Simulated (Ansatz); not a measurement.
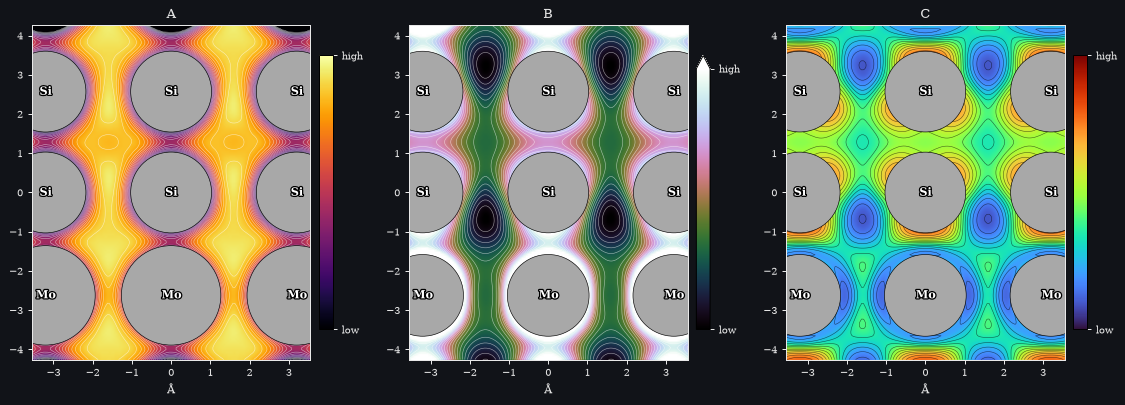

Si2Mo: 3 fields on the (100) plane of the conventional cell, with unlabelled colour scales. Grey discs cover the atomic cores.

Space group I4/mmm; started from the measured structure prototype, which need not be the ambient phase; computed pressure about −2 GPa in this cell; computed without spin polarisation.

The calculation used DFT, HSE06, plane waves, PAW in Ansatz.

```
Si Mo
1.0
     3.20239    0.00000    0.00000
     0.00000    3.20239    0.00000
     0.00000    0.00000    7.81688
Si Mo
4 2
Direct
  0.00000 0.00000 0.33550
  0.50000 0.50000 0.83550
  0.00000 0.00000 0.66450
  0.50000 0.50000 0.16450
  0.00000 0.00000 0.00000
  0.50000 0.50000 0.50000
```

Which field does each panel show? The fields are: electron localisation function, electrostatic potential energy of an electron and valence pseudo-density.

Answer. Panel A: electrostatic potential energy of an electron (low next to the atoms, rising into the space between them). Panel B: valence pseudo-density. Panel C: electron localisation function. From the grid: Si–Si (2.57 Å): ρ at the midpoint is about 0.34 e/Å³; the ELF peaks at about 0.50 in the valence shell of Si, 1.0 Å from its nucleus, and is about 0.45 at the midpoint. Si–Mo (2.62 Å): the density is about 0.4 e/Å³ at the midpoint; the ELF peaks at about 0.80 in the valence shell of Si, 0.9 Å from its nucleus, and is about 0.40 at the midpoint.
